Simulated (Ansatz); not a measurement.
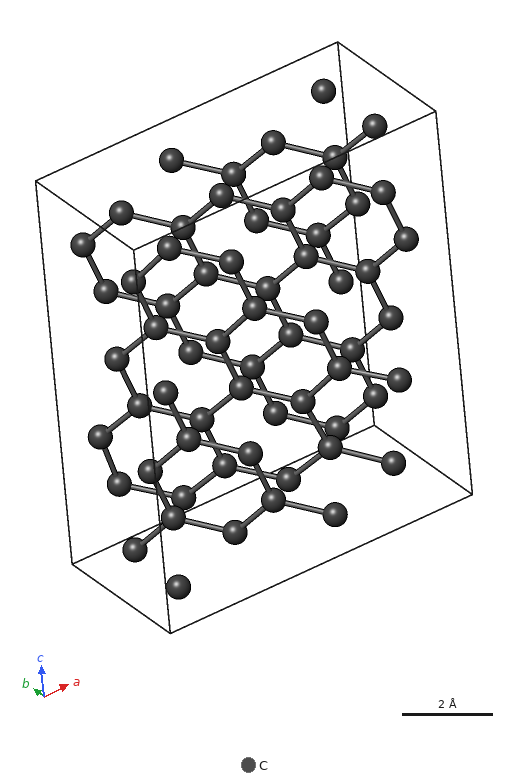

*The structure (ball-and-stick view of the cell of the calculation, seen slightly off an axis). An atom can appear more than once, as a periodic image.*

## Single-point calculation of C (part 1 of 2)

System: C (defect cell, 63 atoms in the cell).
Method: DFT PBE, scalar-relativistic, plane waves, PAW, spin-polarised (Ansatz 0.2.0).

The structure derives from an entry of the Crystallography Open Database.

The input:
```yaml
crystal:
  lattice:
    - [-4.912115, -2.836011, 6.694023]
    - [4.912115, -2.836011, 6.694023]
    - [0.0, 5.672022, 6.694023]
  atoms:
    - { symbol: C, position: [0.4165689866, 0.1680536501, 0.1664098747] }
    - { symbol: C, position: [0.6803186006, 0.4023390736, 0.1660210345], spin: -0.01 }
    - { symbol: C, position: [0.916337807, 0.6678801803, 0.1662062059] }
    - { symbol: C, position: [0.6640514872, 0.1619558893, 0.4216710083] }
    - { symbol: C, position: [0.9160289547, 0.4175475759, 0.4159086582] }
    - { symbol: C, position: [0.9162446888, 0.1677564455, 0.6661676747] }
    - { symbol: C, position: [0.1661013099, 0.4176154229, 0.1660069817] }
    - { symbol: C, position: [0.416775134, 0.6658558974, 0.1662792572], spin: -0.01 }
    - { symbol: C, position: [0.6668776286, 0.9183888991, 0.166730335] }
    - { symbol: C, position: [0.1661711902, 0.1676758198, 0.4160461942] }
    - { symbol: C, position: [0.4200663523, 0.4152685084, 0.4131709279], spin: -0.01 }
    - { symbol: C, position: [0.6664312505, 0.6679466756, 0.4162872969] }
    - { symbol: C, position: [0.9128015879, 0.9129916659, 0.4215771035] }
    - { symbol: C, position: [0.4142962068, 0.165854845, 0.6681152036] }
    - { symbol: C, position: [0.6663046958, 0.4177840352, 0.6661529599] }
    - { symbol: C, position: [0.9166606522, 0.6631627489, 0.667994163] }
    - { symbol: C, position: [0.6666640569, 0.1681695355, 0.9165319274] }
    - { symbol: C, position: [0.9214014343, 0.4120171196, 0.9149032671] }
    - { symbol: C, position: [0.1533128015, 0.9294433663, 0.1660396904], spin: -0.01 }
    - { symbol: C, position: [0.1661408946, 0.6690013524, 0.4131019257], spin: -0.01 }
    - { symbol: C, position: [0.4165615308, 0.9180716644, 0.4164154073] }
    - { symbol: C, position: [0.1690013514, 0.4180159413, 0.6611315653], spin: -0.01 }
    - { symbol: C, position: [0.4163803339, 0.667894683, 0.6662770597] }
    - { symbol: C, position: [0.6636348685, 0.9126676435, 0.6713250589], spin: -0.01 }
    - { symbol: C, position: [0.1632129416, 0.1704621223, 0.9149983205] }
    - { symbol: C, position: [0.4163657864, 0.4178702901, 0.916283119] }
    - { symbol: C, position: [0.6673825914, 0.6621162058, 0.9188638639] }
    - { symbol: C, position: [0.9165782968, 0.9180967174, 0.9164541871] }
    - { symbol: C, position: [0.1663312241, 0.9178765102, 0.6662142448] }
    - { symbol: C, position: [0.1662893822, 0.6678139744, 0.9162149366] }
    - { symbol: C, position: [0.4132015432, 0.9164785223, 0.9189423105] }
    - { symbol: C, position: [0.58340937, 0.0849455478, 0.0832429526] }
    - { symbol: C, position: [0.8520120923, 0.3186762608, 0.0776648395], spin: 0.05 }
    - { symbol: C, position: [0.8243052014, 0.0733873865, 0.3489962448], spin: 0.33 }
    - { symbol: C, position: [0.0697599844, 0.1011605773, 0.0776991256], spin: 0.05 }
    - { symbol: C, position: [0.3329151126, 0.3344671054, 0.0828065419] }
    - { symbol: C, position: [0.5883516567, 0.5756388941, 0.0846173656], spin: 0.01 }
    - { symbol: C, position: [0.8332906539, 0.8348034488, 0.0831117637] }
    - { symbol: C, position: [0.3330416074, 0.0845797342, 0.3328962292] }
    - { symbol: C, position: [0.5863332488, 0.3290836796, 0.332888065], spin: 0.03 }
    - { symbol: C, position: [0.8328503967, 0.5843621622, 0.3326896395] }
    - { symbol: C, position: [0.579941859, 0.0793199692, 0.5883751082], spin: 0.03 }
    - { symbol: C, position: [0.8327512833, 0.3342779965, 0.5825943752] }
    - { symbol: C, position: [0.8331450679, 0.0846689573, 0.8329786281] }
    - { symbol: C, position: [0.0828211896, 0.5843217226, 0.0826862749] }
    - { symbol: C, position: [0.3266039911, 0.8374451828, 0.0846486257], spin: 0.01 }
    - { symbol: C, position: [0.0825278383, 0.3340533117, 0.3323788109] }
    - { symbol: C, position: [0.3340662234, 0.583104508, 0.3313162102], spin: 0.02 }
    - { symbol: C, position: [0.5832557055, 0.8347794981, 0.3330769798] }
    - { symbol: C, position: [0.0828378908, 0.084358864, 0.5826780956] }
    - { symbol: C, position: [0.3356538298, 0.3324084897, 0.5800276439], spin: 0.02 }
    - { symbol: C, position: [0.5829742518, 0.5844740994, 0.5827827496] }
    - { symbol: C, position: [0.8301650587, 0.828855561, 0.5882645082], spin: 0.03 }
    - { symbol: C, position: [0.3305294446, 0.0831077626, 0.8347661724], spin: 0.01 }
    - { symbol: C, position: [0.583038761, 0.3345393503, 0.8329048182] }
    - { symbol: C, position: [0.8339348809, 0.5793669357, 0.8346580897], spin: 0.01 }
    - { symbol: C, position: [0.0799527597, 0.8352685913, 0.3327783759], spin: 0.03 }
    - { symbol: C, position: [0.0832393711, 0.5845702247, 0.5799500129], spin: 0.02 }
    - { symbol: C, position: [0.3330244768, 0.8345738513, 0.5828588817] }
    - { symbol: C, position: [0.087200422, 0.3362045456, 0.8247577345], spin: 0.02 }
    - { symbol: C, position: [0.3329226155, 0.5844483364, 0.8328189544] }
    - { symbol: C, position: [0.5806926486, 0.8297188017, 0.8375601262], spin: 0.02 }
    - { symbol: C, position: [0.0829614195, 0.8345101578, 0.8328520444] }
magnetization:
  spin_polarized: true
basis:
  ecutwfc: 420
  fft_grid_basis: typed
kpoints:
  mp_grid: { grid: [3, 3, 3] }
hamiltonian:
  xc: pbe
  pseudopotentials: { kind: paw }
scf:
  occupations: { method: gaussian, width: 0.05 }
  n_extra_bands: 23
output:
  forces: true
  stress: false
  eigenvalues: true
  bader: false
  write_density: false
  volumetric_format: npy
  populations: true
  band_densities:
    - { e_range: [-0.25, 0.25] }
    - { e_range: [-1.2, 0.0] }
    - { e_range: [0.0, 1.2] }
  dos:
    e_range: [-30, 8]
    de: 0.02
    method: { smearing: { sigma: 0.03, scheme: gaussian } }
    projected: { site_lists: { C: [C] } }
checkpoint:
  read: start.run
  write: ck
  compress: false
  write_wavefunctions: false
  write_every: 100000
```

Hardware: 4 threads of Arm Neoverse N1, 98 GiB of memory available, shared host.

Run as:
```bash
ansatz run input.yaml --threads 4 --pin off --max-ram 10240MiB --backend cpu --events-out ev --progress --plain --runs-dir out
```

The program's output:
```
Warning: the band count 149 (scf.n_extra_bands) hosts the net moment |M| = 0.6200 μB (N_el = 252) but caps the reachable moment at 2·n_bands − N_el = 46.0000 μB, below the 190 bands that the automatic rule leaves for it — a moment growing past the seed, or the majority channel's smearing tail, pins there with fewer empty majority states than that count leaves; raise or omit scf.n_extra_bands unless the cap is intended
Warning: checkpoint.read: spin seed differs: saved 3947c938ad6f…, current 86d778b3fbcc…; the loaded state replaces the seed-built initial guess (but the starting_ns of a DFT+U solve that opens without the state's occupation matrices), so the run may converge into the producing seed's basin, or, where the symmetry group that follows from this deck's starting moments and starting_ns does not hold the saved magnetisation, lose that magnetisation at its first build. Where atoms have moved since the state was saved, this difference can also decide whether moments are moved with them. A self-consistent run of this deck without the state starts from its starting moments and, under a DFT+U term, its starting_ns
scf.n_extra_bands = 23 over 126 filled bands (N_el = 252.0): the run solves 149 bands
Engine: ansatz 0.2.0, aarch64-unknown-linux-gnu
Pseudopotentials: kind: paw
Pseudopotential: C, paw, valence charge 4, recommended cutoff 420 eV (normal), C.paw.azcp
Functional definition: PBE
  parameter kappa = 0.804
  parameter beta = 0.06672455060314922
  exchange = pbe_x(kappa = kappa, mu = beta*pi^2/3)
  correlation = pbe_c(beta = beta)
Crystal: 63 atoms, lattice volume = 559.519 Å³
Basis set: ecut = 420 eV, 10931 PW (Γ), exchange–correlation on 120×120×120 points (8 copies of the dense FFT grid, shifted against one another)
Bands: 149, of which v1, the nominal top of the filled ones, is band 126 counted from 1 (125 counted from 0)
Symmetry: 1 space group operations
Space group: P1 (ITA 1), of the structure as read, at distance tolerance 8.2e-5 Å
Magnetic group: BNS 1.1 (UNI 1), of the structure as read, at distance tolerance 8.2e-5 Å
k-points: 14 of 27 (time reversal used)
Non-local potential: C, projectors of the file, l = 0: 2, l = 1: 2, l = 2: 1
PAW form: soft (Blöchl's): semilocal exchange-correlation on the pseudo side does not see the compensation charge
PAW one-centre angular grid: C, 110 points (default); XC on 64 Gauss nodes
Initial density: read from a saved state, or passed on in memory by an earlier SCF of this step, an earlier step, the calling program or the single point that the run made first
Stability of the state it starts from, as read at its close in the collinear treatment: not read negative (Ritz values of 1 − χ₀K, real part plus size of imaginary part, from 0.42 to 0.43, by its mixing steps under no symmetry); its run was given moments
Starting moments: Σ|m| = 0.76 μB on 23 of 63 sites; this step starts from the density that it was given
Initial wavefunctions: pseudopotential atomic-orbital guess
Functional: x = pbe(κ = 0.804, μ = 0.2195149727645171), c = pbe(β = 0.06672455060314922)
iter 1 solved again at ethr=3.69e-8 eV; its pass at ethr=3.10e-3 eV (dr2=9.31e-5 eV) is discarded
SCF iter   1: F=—  HF=-15800.636571 eV  |F-HF|=—  |Δ(HF+E_count)|=         —  Δρ=3.79e-7 (↑3.79e-7 ↓2.85e-7)  dr2=1.21e-9  dr2_m=3.48e-10  M=1.572 μB ∫|m|=2.066 μB  β_m=0.30  ethr=3.69e-8  ⟨swp⟩=4.8  Hψ=36030  notcnv=0
eigensolver tolerance schedule: the retry pair's looser diagonalisation over-reported the residual by 76661.84 of it (diagonalisation noise at 10.53 of the residual, at the tolerance the schedule requests for it); recorded, not acted on — ethr = c·dr2/N_el stays at c = 1.0e-1
preconditioner: auto → Resta (q_TF=auto, 2.389 Å⁻¹)  ε∞=5.3  [insulator: Δε(μ)=0.058 eV  Ē_g=12.005 eV  σ=0.050 eV  W_gap=0.58  n_scr=130 (ndim 8)  ℏωp=24.9 eV  f_vac=0.001  D(μ)=3.41/eV (n_scr^D=14)  ε∞_Penn≈5.3]
spin=Collinear: Resta preconditioning applied to the charge; magnetization (m = ρ↑ − ρ↓) channel mixes plain (no charge-response kernel on spin).
SCF iter   2: F=-15800.636550 eV  HF=-15800.636550 eV  |F-HF|=9.09e-11  |Δ(HF+E_count)|=   2.02e-5  Δρ=2.56e-7 (↑2.56e-7 ↓2.20e-7)  dr2=2.10e-10  dr2_m=2.55e-10  M=1.572 μB ∫|m|=2.066 μB  ethr=1.00e-12  ⟨swp⟩=11.4  Hψ=16838  notcnv=0
SCF 1 converged in 2 iterations: F = -15800.636550 eV  dr2 = 2.10e-10
  greatest PAW one-centre occupation: 0.731 electrons in one spin orbital (limit 2), on the C atom at site 33 (counted from 0), in its partial waves of l = 0
SCF converged after 2 iterations
Magnetization: 1.5718 μB (126.7859 up, 125.2141 down)
Absolute magnetization: 2.0677 μB (∫|ρ↑−ρ↓|, with the PAW one-centre terms)
Spin contamination: 0.0234 ħ² per cell (⟨S²⟩ above its minimum at these occupations)
Per-site moments (μB) at R_I (Å): [(-0.0008985550236914858, 0.5848776336960707), (-0.008760640273918893, 0.5875718631373965), (-0.0009001889718809191, 0.5848966379332606), (-0.004595663586713597, 0.5645042241779537), (-0.0008646290303650126, 0.5848322670064768), (-0.000984386766079475, 0.5847063831612951), (-0.00096348391709236, 0.58478980174655), (-0.007313223025155962, 0.5797041244004614), (-0.0006987096500631717, 0.5848441801226917), (-0.0008286507953759026, 0.584826732244873), (-0.008168462382707234, 0.5838818824302751), (-0.001230439380083792, 0.5848354716422156), (-0.004608644657866142, 0.5646410753066413), (-0.002733691432619913, 0.5822455482995175), (-0.0011798489399419806, 0.584880385693679), (-0.002746792100965579, 0.5822955896241936), (-0.0007357897289327732, 0.5848114866853673), (0.0006396769484268263, 0.5732434780873716), (-0.008784127238981294, 0.5876309913798679), (-0.008164071691768441, 0.5839327185731855), (-0.0012278900316847233, 0.5848380899974401), (-0.007063957081183382, 0.5742402555579035), (-0.0009649187739468708, 0.584913915540288), (-0.00956843075056659, 0.5830108807923778), (0.0006331081867585686, 0.5731645904742321), (-0.001279486230078215, 0.5848118269282521), (-0.004719345079741726, 0.5816316752725887), (-0.0007018567775537943, 0.5848057179944282), (-0.0011771769246466828, 0.5849224167668903), (-0.001273924745024241, 0.5848154959254669), (-0.004729204431480125, 0.581670623971338), (0.0017139989186922527, 0.5848114866853673), (0.0530505015038894, 0.5732434780873716), (0.3309571060421359, 0.5645042241779537), (0.05352165581212844, 0.5731645904742321), (0.0012460803660459506, 0.5848118269282521), (0.00788947904092083, 0.5816316752725887), (0.001733239805733816, 0.5848057179944282), (0.0012568419320619913, 0.5848985956903199), (0.032346119409563195, 0.5838818824302751), (0.0012540534311906877, 0.5848966379332606), (0.028992348426171426, 0.5822455482995175), (0.0012855795712780752, 0.5848322670064768), (0.0014144444542020088, 0.5847063831612951), (0.0012450658363203078, 0.5848154959254669), (0.00791902906171027, 0.581670623971338), (0.0032798606298766225, 0.58478980174655), (0.01628827537946314, 0.5797041244004614), (0.0011800015755311327, 0.5848441801226917), (0.0012857855745086087, 0.584826732244873), (0.023954299929062593, 0.5850175554163068), (0.0015466889885823775, 0.5848354716422156), (0.02897631231282348, 0.5822955896241936), (0.011281399008358728, 0.5847155337078779), (0.0011325618648644563, 0.5849230148414356), (0.011259538784622679, 0.5847552846993196), (0.03234404236297377, 0.5839327185731855), (0.023925351148809317, 0.584999985211058), (0.0015328753544562245, 0.5848380899974401), (0.021602749428150967, 0.5742402555579035), (0.001555512295613327, 0.584913915540288), (0.018063591024062933, 0.5830108807923778), (0.0011176104824644985, 0.5848787822556893)]
Free energy (F): -15800.636550 eV
Harris-Foulkes:  -15800.636550 eV  (|F-HF|=9.09e-11)
Internal energy: -15800.632288 eV  (E = F + TS)
E sigma→0 (E₀):  -15800.634419 eV
Entropy (-TS):   -0.004263 eV (-0.068 meV/atom)
Fermi energy:    6.707995 eV
--- Per-component energies (eV) ---
  E_band       = -553.160734
  E_kinetic    = 5728.108040
  E_local      = -9691.416057  (includes V_loc(G=0)·N_el)
  E_nonlocal   = 1723.409605
  E_hartree    = 2929.348942
  E_xc         = -3023.491545
  E_vxc        = -3743.458646  (∫ρ·V_xc dr)
  E_paw        = -6258.585906  (= ΣΔE_a)
  E_vpaw       = -428.501312  (= ΣTr[D̂ρ^β])
  E_aug_tail   = 0.000496  (compensation charges beyond the density's cutoff)
  E_ewald      = -7208.005864
  E_smearing   = -0.004263  (= −TS)
  E_closure    = 0.000000  (closes the sum)
  Σ components = -15800.636550   (vs F -15800.636550, Δ=0.00e0)
```
